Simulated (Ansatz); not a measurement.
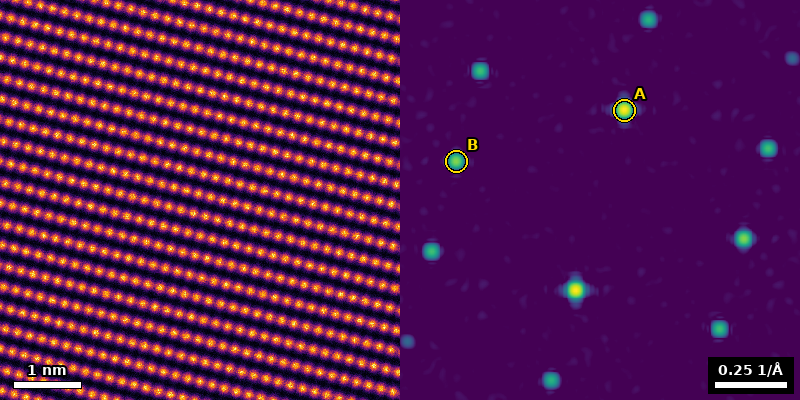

HAADF-like image of a crystal. The image is simulated as a sum over atoms of Z^1.8, blurred by a 1.30 Å probe (no channelling). Shot noise was added.

The right panel is the modulus of the image's Fourier transform on a logarithmic scale.

**Which lattice spacings do the marked spots stand for, and what angle do A and B enclose?**

A: 3.0 Å, B: 1.9 Å; A and B enclose about 90°.

The crystal is La (P6_3/mmc, No. 194) along [210]; the spots are (0 0 -4) and (-1 2 0). Model: coordinates from a relaxation at fixed volume with Ansatz 0.2.0, DFT r2SCAN, scalar-relativistic, plane waves, PAW.
